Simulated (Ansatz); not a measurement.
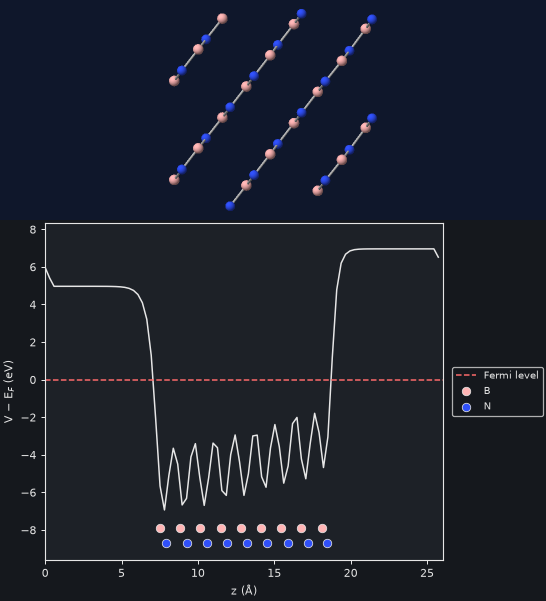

Plane-averaged electrostatic potential energy of an electron across the slab; circles at the bottom mark the heights of the atoms (positions after relaxation). The structure is drawn too.

Structure: a (021) slab cut from BN (Fmm2), ended by N above and B below, 18 atoms in the cell.

Computed with Ansatz: DFT PBE+D3(BJ), scalar-relativistic, plane waves, PAW, no spin polarisation, 11×5×1 k mesh, 420 eV cutoff.

What is the work function?

The work function is 6.96 eV at the right face and 4.97 eV at the left.

How thick are slab and vacuum?

The outermost atoms are 10.9 Å apart, which leaves 15.1 Å of vacuum in a cell 26.0 Å high.

Do the two faces differ, and what does that say about the slab's dipole?

The vacuum level is 1.99 eV higher at the right than at the left, so the slab carries a dipole along its normal; the ramp in the vacuum, at or near the edge of the plot, is the dipole correction that keeps each side flat.
